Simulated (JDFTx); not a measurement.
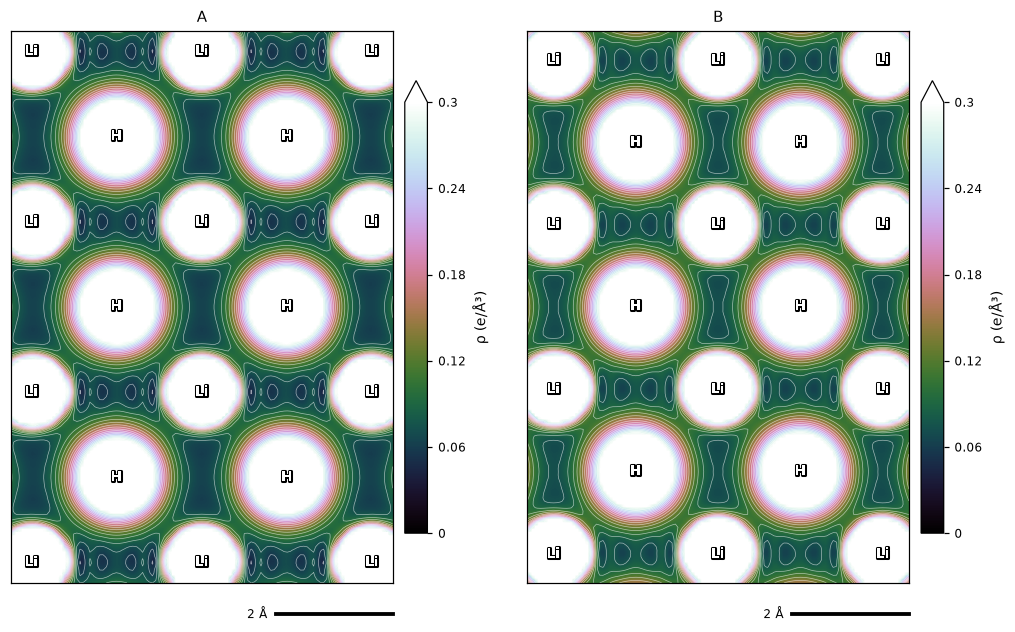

LiH. The valence pseudo-density of two cells that differ in size, on the (011) plane of each (indices in the axes of the calculation cell), at one length scale and on one colour scale; one has 7.9 and the other 8.8 Å³ an atom.

Space group Fm-3m.

Level of theory: Kohn-Sham DFT of a periodic cell, PBEsol, PseudoDojo-SR-PBEsol-0.4.1-standard (JDFTx 1.7.0 (patched build)).

The larger cell:

```yaml
crystal:
  lattice:
    - [0.00000, 2.06355, 2.06355]
    - [2.06355, 0.00000, 2.06355]
    - [2.06355, 2.06355, 0.00000]
  atoms:
    - { symbol: Li, position: [0.00000, 0.00000, 0.00000] }
    - { symbol: H, position: [0.50000, 0.50000, 0.50000] }
```

The smaller cell: a = 2.822 Å, b = 2.822 Å, c = 2.822 Å, α = 60.00°, β = 60.00°, γ = 60.00°.

Question: Which panel shows the smaller cell, and what does the compression change?

Answer: Panel B is the smaller cell, by 10 % in volume. From the larger cell to the smaller, Li–H goes from 2.06 to 2.00 Å, and the density at its midpoint from 0.11 to 0.13 e/Å³; the pressure goes from −3.4 to −0.3 GPa; the Kohn–Sham gap goes from 3.0 eV to 2.9 eV.
